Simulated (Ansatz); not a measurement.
## Electronic structure of Al8N (slab) in real space

```
Al N
1.0
     2.83628    0.00000    0.00000
    -1.41814    2.45629    0.00000
     0.00000    0.00000   35.31376
Al N
8 1
Direct
  0.33333 0.66667 0.24070
  0.00000 0.00000 0.30669
  0.66667 0.33333 0.37269
  0.00000 0.00000 0.43868
  0.33333 0.66667 0.50351
  0.00000 0.00000 0.56862
  0.66667 0.33333 0.63343
  0.00000 0.00000 0.69677
  0.00000 0.00000 0.74850
```

Computed without spin polarisation.

These are results of DFT PBEsol, scalar-relativistic, plane waves, PAW (Ansatz), not measurements.

The density is the valence pseudo-density of a PAW calculation; it isn't the true density close to the nuclei.

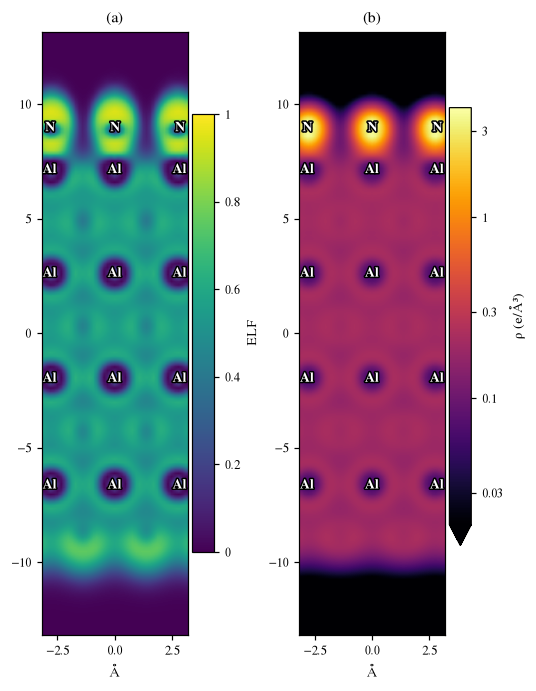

Figure 1. (a) electron localisation function; (b) valence electron density on the (100) plane of the calculation cell, a cut from vacuum to vacuum.

Interpret the plot.

Answer. The section cuts through Al and N sites.
Atoms just off the plane (Al, 0.8 Å away) can leave unmarked features too.
Al–N (1.83 Å): ρ at the midpoint is about 0.79 e/Å³; the ELF peaks at about 0.90 in the valence shell of N, 0.7 Å from its nucleus, and is about 0.90 at the midpoint.
The density dies away to nearly zero in the vacuum.
The ELF also peaks beside N, away from the bonds: lone-pair regions.

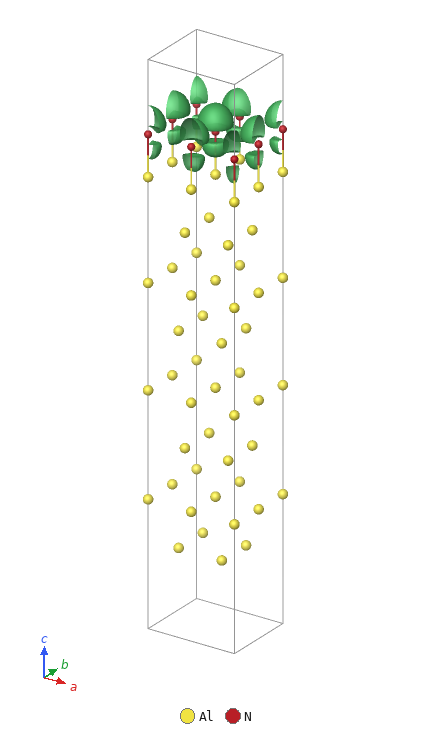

Figure 2. Isosurface of the electron localisation function at 0.8 (green), seen slightly off an axis. Only the valence region is drawn (cores and ρ < 0.01 e/Å³ removed). Sticks mark near contacts.

What do the ELF domains correspond to?

Answer. The surface consists of one lobe of the valence shell of N pointing towards Al and one lobe on N, pointing away from the bonds (lone pairs), counted in one cell of 9 atoms. Counts are for one cell; the picture repeats the cell along the surface.

Does the calculation make it a metal, or give it a gap?

Answer. It is metallic or semimetallic at this level of theory: no gap opens.
